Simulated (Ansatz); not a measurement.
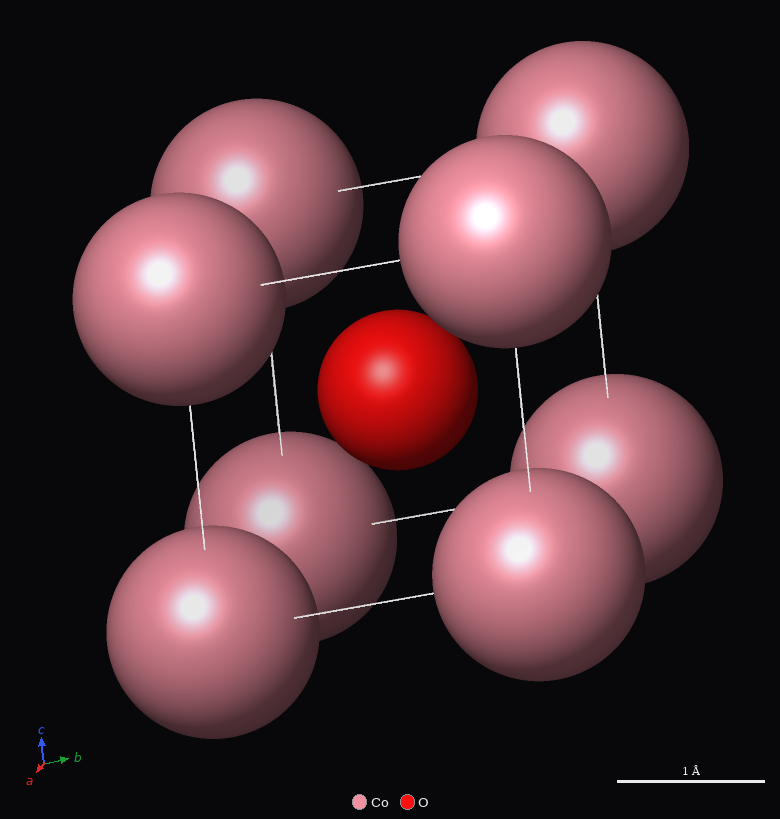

Spheres-only drawing of the structure, looking slightly off an axis. The simulation cell is drawn as a box.

```yaml
crystal:
  lattice:
    - [1.54534, 0.89220, 2.29849]
    - [-1.54534, 0.89220, 2.29849]
    - [0.00000, -1.78441, 2.29849]
  atoms:
    - { symbol: Co, position: [0.00000, 0.00000, 0.00000] }
    - { symbol: O, position: [0.50000, 0.50000, 0.50000] }
```

Theory: DFT PBE, scalar-relativistic, plane waves, PAW in Ansatz. Numerical settings: 420 eV cutoff, the zone sampled with 18×18×18 points, Gaussian smearing of 0.1 eV, collinear spins. The state is ferromagnetic.

Question: What charge does Bader's analysis assign to each element?

Answer: Co +1.22 e; O -1.22 e.

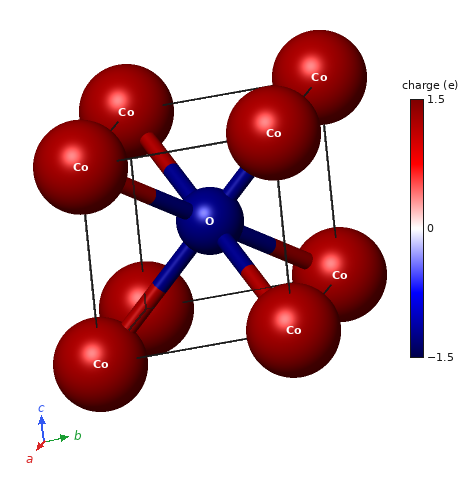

The atoms coloured by those charges.

Starting structure: a structure listed in the Materials Project. Earlier steps of the study may have refined or changed the cell and positions. Ansatz was used for an electronic-structure calculation on it.
